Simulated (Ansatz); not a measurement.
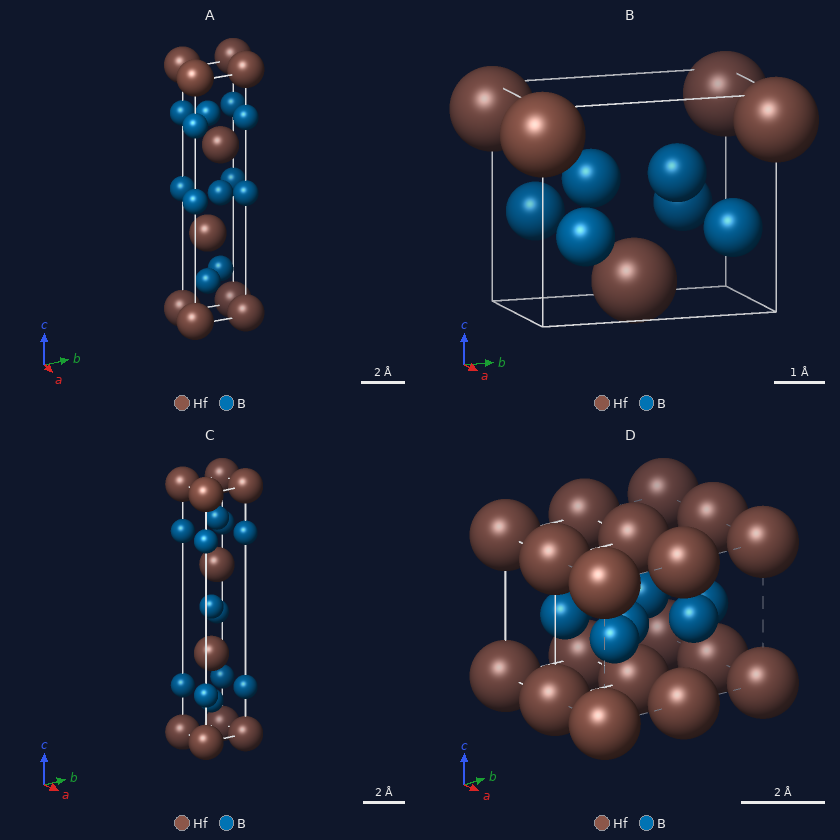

Four structures of HfB₂, each relaxed to rest (conventional cells in solid outline, small ones repeated, each panel with its own scale). Method: Ansatz 0.2.0, DFT PBE, scalar-relativistic, plane waves, PAW, without spin polarisation.

> What are the structures shown?

A: 9 atoms a cell on a rhombohedral (trigonal R) lattice, R3m; B: 6 atoms a cell on a primitive orthorhombic lattice, Pmmn; C: 9 atoms a cell on a rhombohedral (trigonal R) lattice, R-3m; D: AlB₂ type, P6/mmm.

> Rank them by energy, lowest first.

D, then A (+516 meV/atom), C (+843 meV/atom) and B (+864 meV/atom), energies at zero smearing.

> Collect the results in a table.

| panel | structure | E − E(lowest) (meV/atom) | volume (Å³/atom) | gap (eV) |
| --- | --- | --- | --- | --- |
| D | P6/mmm | 0 | 10.0 | metal |
| A | R3m | 516 | 11.0 | metal |
| C | R-3m | 843 | 11.7 | metal |
| B | Pmmn | 864 | 11.7 | metal |

Some of these may be structure types tried for this composition rather than known phases, and the most stable form need not be among them. Gaps are taken on the k-mesh or band path of each run.
